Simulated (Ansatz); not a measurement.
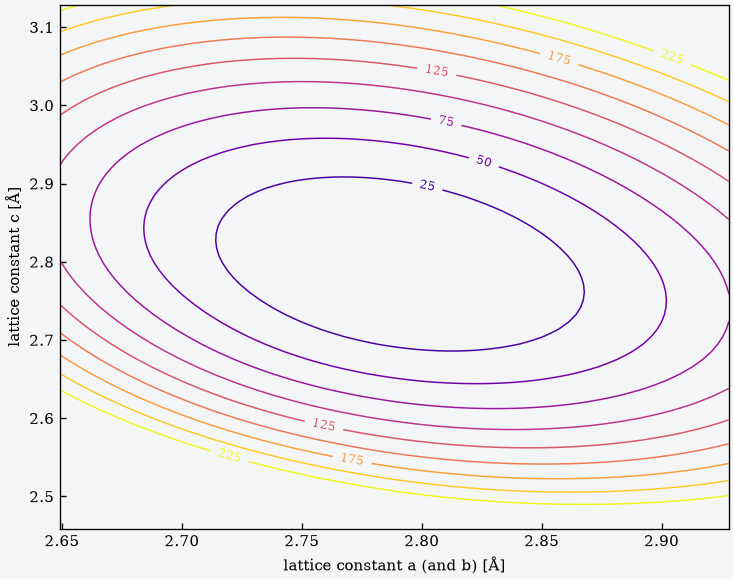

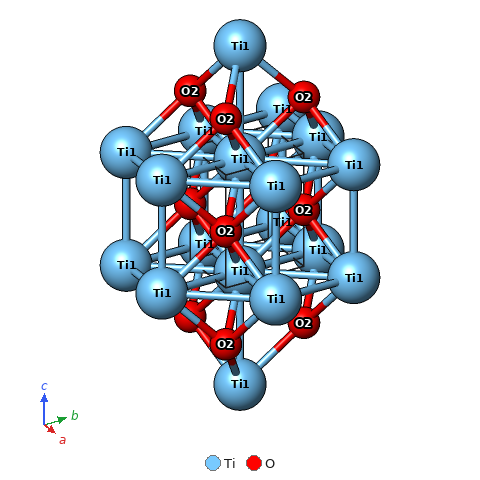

Energy landscape of TiO (P-6m2, No. 187; 2 atoms in the cell). The energy is mapped over the lattice constants a and c of the conventional cell. The first coordinate is: lattice constant a (and b); the second: lattice constant c. Nothing is relaxed (symmetry fixes all fractional coordinates). Grid: 7 × 7 points. Energies: meV/atom, counted from the lowest grid point. The runs have no spin polarisation; a magnetic state may lie lower. Method: DFT PBEsol, scalar-relativistic, plane waves, PAW (Ansatz 0.2.0). Settings: cutoff 520 eV, k-mesh 18×18×16 in the order of the run's cell vectors, gaussian smearing 0.15 eV, no spin polarisation.

The picture shows contour lines labelled in meV/atom (none above 225). Between grid points the surface is interpolated. The second picture is the structure at the lowest point

### What does the map say about the system?

The lowest grid point is at lattice constant a (and b) = 2.789 Å, lattice constant c = 2.794 Å. It is the only kind of minimum in the scanned range. The highest grid point, lattice constant a (and b) = 2.649 Å, lattice constant c = 2.458 Å, lies 577 meV/atom above the lowest. Round the minimum the valley is somewhat tilted: raising lattice constant a (and b) shifts the best value of lattice constant c downwards (coupling k₁₂/√(k₁₁k₂₂) about 0.3).

Grid values (meV/atom):

| lattice constant c ↓, lattice constant a (and b) → | 2.649 | 2.696 | 2.742 | 2.789 | 2.835 | 2.882 | 2.928 |
| --- | --- | --- | --- | --- | --- | --- | --- |
| 3.129 | 233 | 202 | 192 | 202 | 229 | 271 | 326 |
| 3.017 | 142 | 105 | 90 | 96 | 119 | 158 | 211 |
| 2.905 | 96 | 49 | 27 | 26 | 43 | 78 | 127 |
| 2.794 | 103 | 44 | 11 | 0 | 10 | 37 | 80 |
| 2.682 | 174 | 100 | 52 | 30 | 29 | 47 | 82 |
| 2.570 | 325 | 231 | 167 | 130 | 116 | 123 | 147 |
| 2.458 | 577 | 460 | 375 | 320 | 289 | 281 | 291 |

Each point was launched as `ansatz run input.yaml --threads 1 --pin off --max-ram 2048MiB --backend cpu --events-out ev --progress --plain --runs-dir out`. Time for the 49 points that were run: 17 min on 1 thread of Arm Neoverse N1, on a shared host.

PAW datasets: the set soft_1.
